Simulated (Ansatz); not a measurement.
## Single-point calculation of SnO2 (part 1 of 2)

- system: SnO2 (48 atoms in the cell)
- method: DFT PBE, scalar-relativistic, plane waves, PAW, no spin polarisation (Ansatz 0.2.0)

The structure derives from a Materials Project entry.

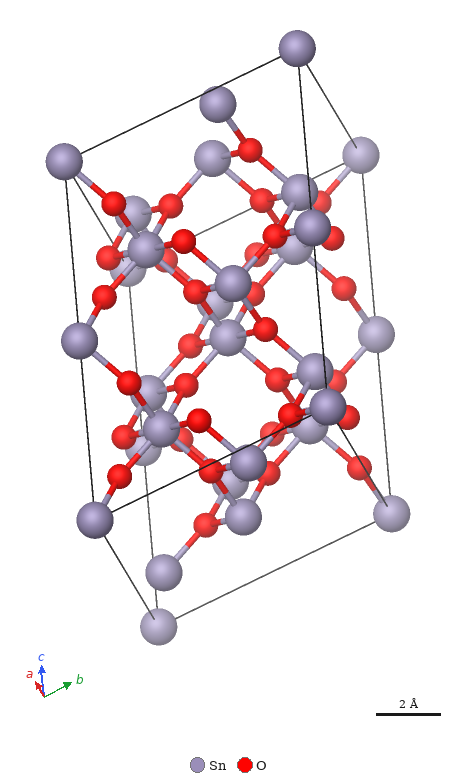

Fig. 1: The structure as given in the input (ball-and-stick view of the cell of the calculation, seen at an oblique angle). An atom can appear more than once, as a periodic image.

The input
```yaml
crystal:
  lattice:
    - [6.000206, -2.000069, -5.123679]
    - [-2.000069, 6.000206, -5.123679]
    - [8.000274, 8.000274, -1.0e-06]
  atoms:
    - { symbol: Sn, position: [0.625, 0.875, 0.25] }
    - { symbol: Sn, position: [0.125, 0.375, 0.25] }
    - { symbol: Sn, position: [0.375, 0.125, 0.5] }
    - { symbol: Sn, position: [0.875, 0.625, 0.5] }
    - { symbol: Sn, position: [0.125, 0.375, 0.75] }
    - { symbol: Sn, position: [0.625, 0.875, 0.75] }
    - { symbol: Sn, position: [0.875, 0.625, 0.0] }
    - { symbol: Sn, position: [0.375, 0.125, 0.0] }
    - { symbol: Sn, position: [0.0, 0.0, 0.0] }
    - { symbol: Sn, position: [0.5, 0.5, 0.0] }
    - { symbol: Sn, position: [0.75, 0.25, 0.25] }
    - { symbol: Sn, position: [0.25, 0.75, 0.25] }
    - { symbol: Sn, position: [0.5, 0.5, 0.5] }
    - { symbol: Sn, position: [0.0, 0.0, 0.5] }
    - { symbol: Sn, position: [0.25, 0.75, 0.75] }
    - { symbol: Sn, position: [0.75, 0.25, 0.75] }
    - { symbol: O, position: [0.203478, 0.203478, 0.398261] }
    - { symbol: O, position: [0.703478, 0.703478, 0.398261] }
    - { symbol: O, position: [0.953478, 0.453478, 0.648261] }
    - { symbol: O, position: [0.453478, 0.953478, 0.648261] }
    - { symbol: O, position: [0.703478, 0.703478, 0.898261] }
    - { symbol: O, position: [0.203478, 0.203478, 0.898261] }
    - { symbol: O, position: [0.453478, 0.953478, 0.148261] }
    - { symbol: O, position: [0.953478, 0.453478, 0.148261] }
    - { symbol: O, position: [0.421522, 0.671522, 0.351739] }
    - { symbol: O, position: [0.921522, 0.171522, 0.351739] }
    - { symbol: O, position: [0.171522, 0.921522, 0.601739] }
    - { symbol: O, position: [0.671522, 0.421522, 0.601739] }
    - { symbol: O, position: [0.921522, 0.171522, 0.851739] }
    - { symbol: O, position: [0.421522, 0.671522, 0.851739] }
    - { symbol: O, position: [0.671522, 0.421522, 0.101739] }
    - { symbol: O, position: [0.171522, 0.921522, 0.101739] }
    - { symbol: O, position: [0.796522, 0.796522, 0.101739] }
    - { symbol: O, position: [0.296522, 0.296522, 0.101739] }
    - { symbol: O, position: [0.546522, 0.046522, 0.351739] }
    - { symbol: O, position: [0.046522, 0.546522, 0.351739] }
    - { symbol: O, position: [0.296522, 0.296522, 0.601739] }
    - { symbol: O, position: [0.796522, 0.796522, 0.601739] }
    - { symbol: O, position: [0.046522, 0.546522, 0.851739] }
    - { symbol: O, position: [0.546522, 0.046522, 0.851739] }
    - { symbol: O, position: [0.828478, 0.078478, 0.148261] }
    - { symbol: O, position: [0.328478, 0.578478, 0.148261] }
    - { symbol: O, position: [0.578478, 0.328478, 0.398261] }
    - { symbol: O, position: [0.078478, 0.828478, 0.398261] }
    - { symbol: O, position: [0.328478, 0.578478, 0.648261] }
    - { symbol: O, position: [0.828478, 0.078478, 0.648261] }
    - { symbol: O, position: [0.078478, 0.828478, 0.898261] }
    - { symbol: O, position: [0.578478, 0.328478, 0.898261] }
basis:
  ecutwfc: 420
  fft_grid_basis: typed
kpoints:
  mp_grid: { grid: [2, 2, 1] }
hamiltonian:
  xc: pbe
  pseudopotentials: { kind: paw }
scf:
  occupations: { method: gaussian, width: 0.05 }
output:
  forces: true
  stress: false
  eigenvalues: true
  bader: false
  write_density: true
  volumetric_format: npy
```

Run on 4 threads of Arm Neoverse V2, 24 GiB of memory available, shared host.

Launch command:
```bash
ansatz run input.yaml --threads 4 --pin off --max-ram 10240MiB --backend cpu --events-out ev --progress --plain --runs-dir out
```

What the program printed
```
Engine: ansatz 0.2.0, aarch64-unknown-linux-gnu
Pseudopotentials: kind: paw
Pseudopotential: Sn, paw, valence charge 14, recommended cutoff 420 eV (normal), Sn.paw.azcp
Pseudopotential: O, paw, valence charge 6, recommended cutoff 420 eV (normal), O.paw.azcp
Functional definition: PBE
  parameter kappa = 0.804
  parameter beta = 0.06672455060314922
  exchange = pbe_x(kappa = kappa, mu = beta*pi^2/3)
  correlation = pbe_c(beta = beta)
Crystal: 48 atoms, lattice volume = 655.876 Å³
Basis set: ecut = 420 eV, 12805 PW (Γ), exchange–correlation on 120×120×160 points (8 copies of the dense FFT grid, shifted against one another)
Bands: 256, of which v1, the nominal top of the filled ones, is band 208 counted from 1 (207 counted from 0)
Symmetry: 32 space group operations
Space group: I41/amd (ITA 141), of the structure as read, at distance tolerance 8.7e-5 Å
k-points: 3 of 4
Non-local potential: Sn, projectors of the file, l = 0: 2, l = 1: 2, l = 2: 2, l = 3: 2
Non-local potential: O, projectors of the file, l = 0: 2, l = 1: 2, l = 2: 1
PAW form: soft (Blöchl's): semilocal exchange-correlation on the pseudo side does not see the compensation charge
PAW one-centre angular grid: Sn, 590 points (default); XC on 64 Gauss nodes
PAW one-centre angular grid: O, 110 points (default); XC on 64 Gauss nodes
Initial density: superposition of atomic densities (neutral atoms: chi_scale 0, normalization atom), corrected by the library's trained network
Initial wavefunctions: pseudopotential atomic-orbital guess
Functional: x = pbe(κ = 0.804, μ = 0.2195149727645171), c = pbe(β = 0.06672455060314922)
SCF iter   1: F=—  HF=-114540.507298 eV  |F-HF|=—  |Δ(HF+E_count)|=         —  Δρ=2.24e-3  dr2=1.45e-2  ethr=1.77e-3  ⟨swp⟩=5.0  Hψ=2808  notcnv=0  defer=47
preconditioner: auto → Resta (q_TF=auto, 2.529 Å⁻¹)  ε∞=3.4  [insulator: Δε(μ)=1.708 eV  Ē_g=19.275 eV  σ=0.050 eV  W_gap=1.00  n_scr=184 (ndim 8)  ℏωp=29.6 eV  f_vac=0.141  D(μ)=0.00/eV (n_scr^D=0)  ε∞_Penn≈3.4]
SCF iter   2: F=—  HF=-114540.516057 eV  |F-HF|=—  |Δ(HF+E_count)|=   8.76e-3  Δρ=1.04e-3  dr2=2.62e-3  ethr=3.50e-6  ⟨swp⟩=3.0  Hψ=1549  notcnv=0  defer=110
SCF iter   3: F=—  HF=-114540.519583 eV  |F-HF|=—  |Δ(HF+E_count)|=   3.53e-3  Δρ=2.63e-4  dr2=2.26e-4  ethr=6.31e-7  ⟨swp⟩=2.0  Hψ=927  notcnv=0  defer=65
automatic band count: iteration 3 solves 241 bands in place of 256: the levels show a gap, and the empty bands left out lie too high to hold charge; the band table lists the bands solved (type scf.n_extra_bands for more)
SCF iter   4: F=—  HF=-114540.519924 eV  |F-HF|=—  |Δ(HF+E_count)|=   3.41e-4  Δρ=4.58e-5  dr2=7.46e-6  ethr=5.43e-8  ⟨swp⟩=2.0  Hψ=1251  notcnv=0  defer=65
SCF iter   5: F=—  HF=-114540.520476 eV  |F-HF|=—  |Δ(HF+E_count)|=   5.52e-4  Δρ=8.30e-6  dr2=4.02e-7  ethr=1.79e-9  ⟨swp⟩=2.0  Hψ=1029  notcnv=0  defer=65
SCF iter   6: F=-114540.520477 eV  HF=-114540.520477 eV  |F-HF|=3.23e-9  |Δ(HF+E_count)|=   8.80e-7  Δρ=2.58e-6  dr2=4.53e-8  ethr=2.40e-11  ⟨swp⟩=12.0  Hψ=3243  notcnv=0
SCF 1 converged in 6 iterations: F = -114540.520477 eV  dr2 = 4.53e-8
  greatest PAW one-centre occupation: 0.996 electrons in one spin orbital (limit 2), on the Sn atom at site 7 (counted from 0), in its partial waves of l = 2
SCF converged after 6 iterations
Free energy (F): -114540.520477 eV
Harris-Foulkes:  -114540.520477 eV  (|F-HF|=3.23e-9)
Internal energy: -114540.520477 eV  (E = F + TS)
E sigma→0 (E₀):  -114540.520477 eV
Fermi energy:    7.814092 eV
--- Per-component energies (eV) ---
  E_band       = -1763.190879
  E_kinetic    = 8656.810143
  E_local      = -28506.107793  (includes V_loc(G=0)·N_el)
  E_nonlocal   = 1076.031539
  E_hartree    = 14319.484511
  E_xc         = -8431.845926
  E_vxc        = -4501.166188  (∫ρ·V_xc dr)
  E_paw        = -71437.109402  (= ΣΔE_a)
  E_vpaw       = -7127.834863  (= ΣTr[D̂ρ^β])
  E_aug_tail   = 0.079013  (compensation charges beyond the density's cutoff)
  E_ewald      = -30217.862563
  E_smearing   = -0.000000  (= −TS)
  E_closure    = -0.000000  (closes the sum)
  Σ components = -114540.520477   (vs F -114540.520477, Δ=0.00e0)
--- Forces (eV/Å), atoms counted from 1 ---
  atom   1  Sn    -0.00000068     0.00000068     0.00000000
  atom   2  Sn    -0.00000068     0.00000068     0.00000000
  atom   3  Sn    -0.00000068     0.00000068     0.00000000
  atom   4  Sn    -0.00000068     0.00000068     0.00000000
  atom   5  Sn    -0.00000068     0.00000068     0.00000000
  atom   6  Sn    -0.00000068     0.00000068     0.00000000
  atom   7  Sn    -0.00000068     0.00000068     0.00000000
  atom   8  Sn    -0.00000068     0.00000068     0.00000000
  atom   9  Sn     0.00000068    -0.00000068    -0.00000000
  atom  10  Sn     0.00000068    -0.00000068    -0.00000000
  atom  11  Sn     0.00000068    -0.00000068    -0.00000000
  atom  12  Sn     0.00000068    -0.00000068    -0.00000000
  atom  13  Sn     0.00000068    -0.00000068    -0.00000000
  atom  14  Sn     0.00000068    -0.00000068    -0.00000000
  atom  15  Sn     0.00000068    -0.00000068    -0.00000000
  atom  16  Sn     0.00000068    -0.00000068    -0.00000000
  atom  17  O     -0.00000023     0.00000005    -0.03400848
  atom  18  O     -0.00000023     0.00000005    -0.03400848
  atom  19  O     -0.00000023     0.00000005    -0.03400848
  atom  20  O     -0.00000023     0.00000005    -0.03400848
  atom  21  O     -0.00000023     0.00000005    -0.03400848
  atom  22  O     -0.00000023     0.00000005    -0.03400848
  atom  23  O     -0.00000023     0.00000005    -0.03400848
  atom  24  O     -0.00000023     0.00000005    -0.03400848
  atom  25  O      0.00000023    -0.00000005     0.03400848
  atom  26  O      0.00000023    -0.00000005     0.03400848
  atom  27  O      0.00000023    -0.00000005     0.03400848
  atom  28  O      0.00000023    -0.00000005     0.03400848
  atom  29  O      0.00000023    -0.00000005     0.03400848
  atom  30  O      0.00000023    -0.00000005     0.03400848
  atom  31  O      0.00000023    -0.00000005     0.03400848
  atom  32  O      0.00000023    -0.00000005     0.03400848
  atom  33  O     -0.00000005     0.00000023     0.03400848
  atom  34  O     -0.00000005     0.00000023     0.03400848
  atom  35  O     -0.00000005     0.00000023     0.03400848
  atom  36  O     -0.00000005     0.00000023     0.03400848
  atom  37  O     -0.00000005     0.00000023     0.03400848
  atom  38  O     -0.00000005     0.00000023     0.03400848
  atom  39  O     -0.00000005     0.00000023     0.03400848
  atom  40  O     -0.00000005     0.00000023     0.03400848
  atom  41  O      0.00000005    -0.00000023    -0.03400848
  atom  42  O      0.00000005    -0.00000023    -0.03400848
  atom  43  O      0.00000005    -0.00000023    -0.03400848
  atom  44  O      0.00000005    -0.00000023    -0.03400848
  atom  45  O      0.00000005    -0.00000023    -0.03400848
  atom  46  O      0.00000005    -0.00000023    -0.03400848
  atom  47  O      0.00000005    -0.00000023    -0.03400848
  atom  48  O      0.00000005    -0.00000023    -0.03400848
  max |Σ_I F_I| component: 4.16e-17 eV/Å
--- Band table (eV) ---
```
